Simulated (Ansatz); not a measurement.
## Geometry relaxation of HfSi2 (part 2 of 2)

HfSi2 (slab, 12 atoms in the cell); DFT PBEsol, scalar-relativistic, plane waves, PAW, no spin polarisation (Ansatz 0.2.0); cutoff 420 eV, 10×10×1 k-mesh, Gaussian smearing of 0.1 eV. The structure derives from an entry of the Crystallography Open Database. It belongs to a series of runs on one base structure; here: (0 1 0) slab, atoms relaxed.

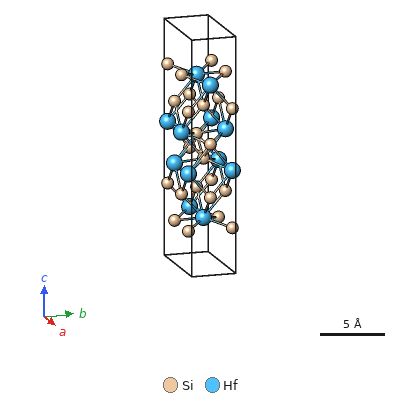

The geometry at step 3 of the log (ball-and-stick view of the 2 × 1 repeat of the cell, with the vacuum cut short, seen slightly off an axis).

**Output, continued**
```
Levels:          The Fermi level and band energies are counted from a zero that moves with the ramp; work functions are not
--- Per-component energies (eV) ---
  E_band       = -1271.587825
  E_kinetic    = 2036.597994
  E_local      = -163515.319487  (includes V_loc(G=0)·N_el)
  E_nonlocal   = -4748.459100
  E_hartree    = 80372.454696
  E_xc         = -1637.809653
  E_vxc        = -1451.482536  (∫ρ·V_xc dr)
  E_paw        = -31218.323249  (= ΣΔE_a)
  E_vpaw       = 5662.267775  (= ΣTr[D̂ρ^β])
  E_aug_tail   = 0.000045  (compensation charges beyond the density's cutoff)
  E_efield     = 0.000000  (sawtooth field / dipole correction)
  E_vefield    = -0.000000  (∫n·V_field dr)
  E_ewald      = 51336.747042
  E_core_change = 5.256852  (= ΣΔE_core)
  E_smearing   = -0.016548  (= −TS)
  E_closure    = 0.000000  (closes the sum)
  Σ components = -67368.871408   (vs F -67368.871408, Δ=0.00e0)
--- Forces (eV/Å), atoms counted from 1 ---
  atom   1  Si    -0.00000000    -0.00000000     0.00095346
  atom   2  Hf     0.00000000    -0.00000000    -0.00077863
  atom   3  Si     0.00000000     0.00000000    -0.00203271
  atom   4  Si     0.00000000     0.00000000    -0.00068485
  atom   5  Hf    -0.00000000     0.00000000     0.01346810
  atom   6  Si     0.00000000     0.00000000    -0.01780964
  atom   7  Si    -0.00000000     0.00000000     0.01781046
  atom   8  Hf     0.00000000    -0.00000000    -0.01346660
  atom   9  Si    -0.00000000     0.00000000     0.00068285
  atom  10  Si    -0.00000000     0.00000000     0.00203090
  atom  11  Hf    -0.00000000    -0.00000000     0.00077950
  atom  12  Si     0.00000000    -0.00000000    -0.00095263
  max |Σ_I F_I| component: 2.11e-7 eV/Å
--- Band table (eV; the first three rows and the last of 36) ---
  k-point 0: bands = ["-55.6511", "-55.6451", "-55.4832", "-55.4832", "-24.5009", "-24.4025", "-24.3803", "-24.3746", "-24.3610", "-24.3354", "-24.3245", "-24.3238", "-24.1571", "-24.1571", "-24.1544", "-24.1544", "-6.5706", "-6.0524", "-5.6899", "-5.6689", "-5.6645", "-5.6643", "-5.6615", "-5.6605", "-5.6590", "-5.6566", "-5.6527", "-5.6525", "-5.6495", "-5.6493", "-5.6409", "-5.6388", "-5.5227", "-5.5226", "-5.5057", "-5.5057", "-5.5046", "-5.5046", "-5.4984", "-5.4984", "-5.4721", "-5.4721", "-5.4547", "-5.4547", "-5.4545", "-5.4545", "-5.2423", "-3.1103", "-2.6571", "-1.4082", "1.4930", "2.4061", "2.5844", "2.8956", "3.0233", "3.0496", "3.1717", "3.2552", "3.5169", "3.5872", "3.6837", "3.8165", "3.8870", "4.7451", "4.8378", "6.7035", "6.9030", "6.9309", "6.9405", "6.9564", "6.9637", "7.3490", "7.7247", "7.7985", "7.9002", "7.9084", "7.9414", "7.9609", "8.0501", "8.1475", "8.6720", "8.7774"]
  k-point 1: bands = ["-55.6508", "-55.6448", "-55.4829", "-55.4828", "-24.4989", "-24.4166", "-24.3933", "-24.3733", "-24.3595", "-24.3342", "-24.3231", "-24.3224", "-24.1704", "-24.1704", "-24.1532", "-24.1532", "-6.4494", "-5.9394", "-5.6821", "-5.6687", "-5.6638", "-5.6632", "-5.6621", "-5.6618", "-5.6577", "-5.6575", "-5.6526", "-5.6519", "-5.6508", "-5.6496", "-5.6412", "-5.6387", "-5.5220", "-5.5220", "-5.5061", "-5.5060", "-5.5056", "-5.5056", "-5.4975", "-5.4975", "-5.4725", "-5.4725", "-5.4562", "-5.4561", "-5.4531", "-5.4531", "-5.1589", "-2.9742", "-2.5514", "-1.2898", "1.3823", "1.6681", "1.6770", "2.8196", "2.9822", "3.1092", "3.2397", "3.3313", "3.4546", "3.7054", "3.7698", "3.8500", "4.0787", "5.0022", "5.2094", "6.3823", "6.4367", "6.4400", "6.5803", "6.7623", "6.9531", "7.2287", "7.4395", "7.6564", "7.6958", "7.8521", "7.9913", "8.0828", "8.4377", "8.8257", "8.8416", "9.1108"]
  k-point 2: bands = ["-55.6499", "-55.6440", "-55.4820", "-55.4820", "-24.4940", "-24.4533", "-24.4273", "-24.3698", "-24.3557", "-24.3311", "-24.3194", "-24.3189", "-24.2049", "-24.2049", "-24.1500", "-24.1500", "-6.1005", "-5.6692", "-5.6681", "-5.6671", "-5.6645", "-5.6620", "-5.6607", "-5.6587", "-5.6579", "-5.6540", "-5.6530", "-5.6491", "-5.6486", "-5.6420", "-5.6385", "-5.5964", "-5.5205", "-5.5204", "-5.5094", "-5.5083", "-5.5052", "-5.5052", "-5.4953", "-5.4945", "-5.4735", "-5.4735", "-5.4599", "-5.4589", "-5.4494", "-5.4494", "-4.9190", "-2.5805", "-2.2435", "-0.9495", "0.2733", "0.3442", "1.0675", "2.5118", "2.8142", "3.0880", "3.2980", "3.4921", "3.5461", "3.7308", "3.7674", "3.9122", "4.2610", "5.1689", "5.6392", "5.6476", "5.6512", "5.9554", "6.3600", "6.5157", "6.5236", "6.7231", "7.0830", "7.5805", "7.5811", "8.1667", "8.3674", "8.4314", "9.4944", "9.5762", "9.6092", "9.6803"]
  k-point 35: bands = ["-55.6416", "-55.6416", "-55.4767", "-55.4767", "-24.5103", "-24.5103", "-24.4960", "-24.4960", "-24.3748", "-24.3748", "-24.2956", "-24.2956", "-24.2738", "-24.2738", "-24.2714", "-24.2714", "-5.6770", "-5.6770", "-5.6601", "-5.6601", "-5.6583", "-5.6583", "-5.6547", "-5.6547", "-5.6502", "-5.6502", "-5.6498", "-5.6498", "-5.6445", "-5.6445", "-5.5159", "-5.5159", "-5.5144", "-5.5144", "-5.5098", "-5.5098", "-5.4848", "-5.4848", "-5.4809", "-5.4809", "-5.4490", "-5.4490", "-5.4487", "-5.4487", "-2.8155", "-2.8155", "-1.6818", "-1.6818", "-1.3930", "-1.3930", "-1.3860", "-1.3860", "0.0560", "0.0560", "0.6504", "0.6504", "2.3063", "2.3063", "2.4199", "2.4199", "3.5200", "3.5200", "3.5276", "3.5276", "4.1686", "4.1686", "4.1687", "4.1687", "6.0891", "6.0891", "7.6581", "7.6581", "8.8618", "8.8618", "9.2007", "9.2007", "9.5075", "9.5075", "9.5773", "9.5773", "10.0253", "10.0253"]
--- Relaxed structure (4 steps of the walk, 4 accepted, 0 SCFs on fresh bases) ---
  F+E_penalty+E_count = -67368.87140809 eV   max|allowed force component| = 1.781e-2 eV/Å
  atoms:
    - { symbol: Si, position: [0.7499999999999999, 1.839412854084154e-33, 0.2767454068537321] }
    - { symbol: Hf, position: [0.24999999999999997, 0.5, 0.29657434275196703] }
    - { symbol: Si, position: [0.24999999999999997, 2.746469034447867e-35, 0.3708644726869216] }
    - { symbol: Si, position: [0.7499999999999999, 0.5, 0.37115580615671556] }
    - { symbol: Hf, position: [0.7499999999999999, 1.5917153559867636e-34, 0.446431655619311] }
    - { symbol: Si, position: [0.24999999999999997, 0.5, 0.47121747600987907] }
    - { symbol: Si, position: [0.7499999999999999, 0.5, 0.5287825186608601] }
    - { symbol: Hf, position: [0.24999999999999997, -1.5082391864594555e-34, 0.5535683426610539] }
    - { symbol: Si, position: [0.24999999999999997, 0.5, 0.628844201675931] }
    - { symbol: Si, position: [0.7499999999999999, -3.0453343327555095e-35, 0.6291355347063727] }
    - { symbol: Hf, position: [0.7499999999999999, 0.5, 0.7034256565238984] }
    - { symbol: Si, position: [0.24999999999999997, -1.8145761172247944e-33, 0.7232545856933579] }
```

**Trajectory as extended XYZ (Å, eV, eV/Å), 4 frames, from step=1 to step=4**
```
12
Lattice="3.6361 0.0000 0.0000 0.0000 3.6500 0.0000 0.0000 0.0000 27.7618" Properties=species:S:1:pos:R:3:forces:R:3 step=1 energy=-67368.77561
Si    2.7271    0.0000    7.5000    0.0000   0.0000   0.5418
Hf    0.9090    1.8250    8.2103    0.0000   0.0000  -0.2917
Si    0.9090    0.0000   10.2915    0.0000   0.0000  -0.1840
Si    2.7271    1.8250   10.2978    0.0000   0.0000  -0.1681
Hf    2.7271    0.0000   12.3790    0.0000   0.0000   0.2230
Si    0.9090    1.8250   13.0893    0.0000   0.0000  -0.0997
Si    2.7271    1.8250   14.6725    0.0000   0.0000   0.0997
Hf    0.9090    0.0000   15.3828    0.0000   0.0000  -0.2230
Si    0.9090    1.8250   17.4640    0.0000   0.0000   0.1681
Si    2.7271    0.0000   17.4703    0.0000   0.0000   0.1840
Hf    2.7271    1.8250   19.5515    0.0000   0.0000   0.2917
Si    0.9090    0.0000   20.2618    0.0000   0.0000  -0.5418
12
Lattice="3.6361 0.0000 0.0000 0.0000 3.6500 0.0000 0.0000 0.0000 27.7618" Properties=species:S:1:pos:R:3:forces:R:3 step=2 energy=-67368.84408
Si    2.7271    0.0000    7.6992    0.0000   0.0000  -0.1900
Hf    0.9090    1.8250    8.1921    0.0000   0.0000   0.1507
Si    0.9090    0.0000   10.2506    0.0000   0.0000   0.2065
Si    2.7271    1.8250   10.2588    0.0000   0.0000   0.2087
Hf    2.7271    0.0000   12.3893    0.0000   0.0000  -0.3006
Si    0.9090    1.8250   13.0847    0.0000   0.0000  -0.0679
Si    2.7271    1.8250   14.6771    0.0000   0.0000   0.0679
Hf    0.9090    0.0000   15.3725    0.0000   0.0000   0.3006
Si    0.9090    1.8250   17.5030    0.0000   0.0000  -0.2087
Si    2.7271    0.0000   17.5112    0.0000   0.0000  -0.2065
Hf    2.7271    1.8250   19.5698    0.0000   0.0000  -0.1507
Si    0.9090    0.0000   20.0626    0.0000   0.0000   0.1900
12
Lattice="3.6361 0.0000 0.0000 0.0000 3.6500 0.0000 0.0000 0.0000 27.7618" Properties=species:S:1:pos:R:3:forces:R:3 step=3 energy=-67368.87080
Si    2.7271    0.0000    7.7002    0.0000   0.0000  -0.0175
Hf    0.9090    1.8250    8.2455    0.0000   0.0000  -0.0156
Si    0.9090    0.0000   10.3053    0.0000   0.0000  -0.0088
Si    2.7271    1.8250   10.3135    0.0000   0.0000  -0.0092
Hf    2.7271    0.0000   12.3988    0.0000   0.0000   0.0175
Si    0.9090    1.8250   13.0836    0.0000   0.0000  -0.0344
Si    2.7271    1.8250   14.6782    0.0000   0.0000   0.0344
Hf    0.9090    0.0000   15.3630    0.0000   0.0000  -0.0175
Si    0.9090    1.8250   17.4484    0.0000   0.0000   0.0093
Si    2.7271    0.0000   17.4565    0.0000   0.0000   0.0088
Hf    2.7271    1.8250   19.5163    0.0000   0.0000   0.0156
Si    0.9090    0.0000   20.0616    0.0000   0.0000   0.0175
12
Lattice="3.6361 0.0000 0.0000 0.0000 3.6500 0.0000 0.0000 0.0000 27.7618" Properties=species:S:1:pos:R:3:forces:R:3 step=4 energy=-67368.87141
Si    2.7271    0.0000    7.6830    0.0000   0.0000   0.0010
Hf    0.9090    1.8250    8.2334    0.0000   0.0000  -0.0008
Si    0.9090    0.0000   10.2959    0.0000   0.0000  -0.0020
Si    2.7271    1.8250   10.3040    0.0000   0.0000  -0.0007
Hf    2.7271    0.0000   12.3938    0.0000   0.0000   0.0135
Si    0.9090    1.8250   13.0819    0.0000   0.0000  -0.0178
Si    2.7271    1.8250   14.6800    0.0000   0.0000   0.0178
Hf    0.9090    0.0000   15.3681    0.0000   0.0000  -0.0135
Si    0.9090    1.8250   17.4579    0.0000   0.0000   0.0007
Si    2.7271    0.0000   17.4659    0.0000   0.0000   0.0020
Hf    2.7271    1.8250   19.5284    0.0000   0.0000   0.0008
Si    0.9090    0.0000   20.0789    0.0000   0.0000  -0.0010
```

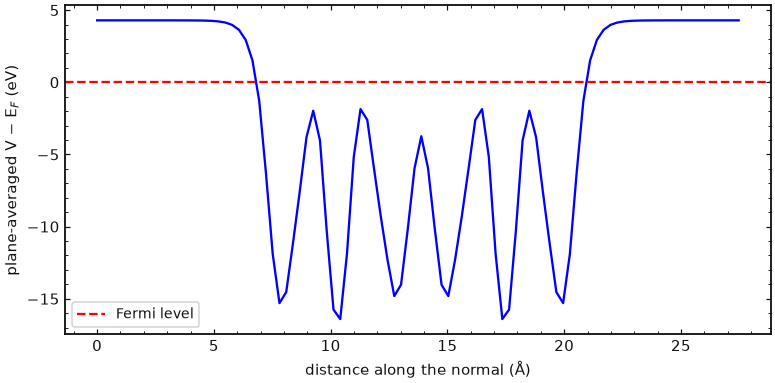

Plane average of the electrostatic potential energy of an electron across the cell, from the Fermi level. The vacuum level lies 4.29 eV above the Fermi level.

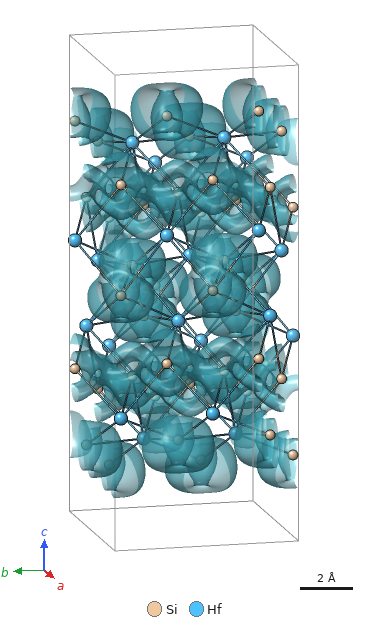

Isosurface of the electron localisation function at 0.65 (cyan), seen at an oblique angle. Core shells and regions of very low density are left out. Sticks mark near contacts. Counts are for one cell; the picture repeats the cell along the surface. Profiles from the grid: Si–Si (2.42 Å): the ELF peaks at about 0.70 between the atoms. Hf–Si (2.63 Å): the ELF is about 0.40 at the midpoint (no shared pair; the contact is polar). Core electrons are frozen (PAW), so the fields are smoothed inside the atomic spheres.

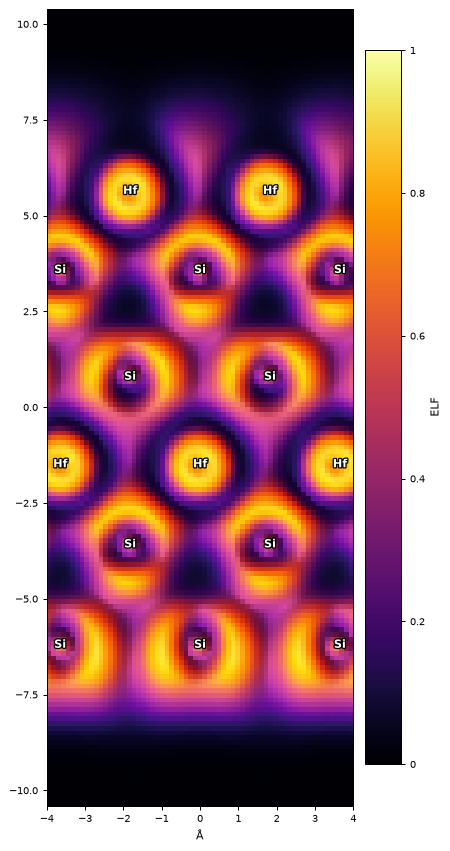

ELF on the (100) plane of the calculation cell, a cut from vacuum to vacuum. Hf–Si (2.75 Å): the ELF is about 0.35 at the midpoint; no shared pair; the contact is polar. Hf–Si (2.93 Å): the ELF is about 0.25 at the midpoint (no shared pair; the contact is polar). The strong features right at Hf lie inside the PAW spheres (semicore, d or f shells) and say nothing about bonding.

The run was set up as follows.

**The input**
```yaml
crystal:
  lattice:
    - [3.6361020322, 0.0, 0.0]
    - [0.0, 3.6500014011, 0.0]
    - [0.0, 0.0, 27.7618170813]
  atoms:
    - { symbol: Si, position: [0.75, 0.0, 0.2701552272] }
    - { symbol: Hf, position: [0.25, 0.5, 0.2957399785] }
    - { symbol: Si, position: [0.25, 0.0, 0.3707073713] }
    - { symbol: Si, position: [0.75, 0.5, 0.3709341979] }
    - { symbol: Hf, position: [0.75, 0.0, 0.4459015907] }
    - { symbol: Si, position: [0.25, 0.5, 0.471486342] }
    - { symbol: Si, position: [0.75, 0.5, 0.528513658] }
    - { symbol: Hf, position: [0.25, 0.0, 0.5540984093] }
    - { symbol: Si, position: [0.25, 0.5, 0.6290658021] }
    - { symbol: Si, position: [0.75, 0.0, 0.6292926287] }
    - { symbol: Hf, position: [0.75, 0.5, 0.7042600215] }
    - { symbol: Si, position: [0.25, 0.0, 0.7298447728] }
basis:
  ecutwfc: 420
kpoints:
  mp_grid: { grid: [10, 10, 1] }
hamiltonian:
  xc: pbesol
scf:
  occupations: { method: gaussian, width: 0.1 }
output:
  forces: true
  eigenvalues: true
  write_density: true
  write_potential: true
  elf: true
  volumetric_format: npy
relax:
  adjacent_minimum: "off"
  f_tol: 0.02
  max_steps: 60
efield:
  axis: 3
  dipole_correction: true
  ramp_width: 0.04
```

Command:
```bash
ansatz run input.yaml --threads 1 --pin off --max-ram 2560MiB --backend cpu --events-out ev --progress --plain --runs-dir out
```

**Summary**

| quantity | value |
| --- | --- |
| outcome | converged |
| electrons treated | 136 |
| free energy | −67368.8714 eV |
| work function, top face | 4.29 eV |
| work function, bottom face | 4.29 eV |
| Fermi energy | 6.117 eV |
| gap on the k-point mesh | none (metallic) |
| final volume | 368.45 Å³ |
| work function (upper face) | 4.29 eV |
| largest force (length of the vector) at the end | 0.018 eV/Å |
| hardware | 1 thread of AMD EPYC (Zen 3), 32 GiB of memory available, shared host |
| wall time | 9.8 min |
| peak memory | 1.1 GiB |

**Remarks**

Warnings of the run: the exchange-correlation potential is rough where the density is thin. Spin–orbit coupling is left out, which matters for Hf.
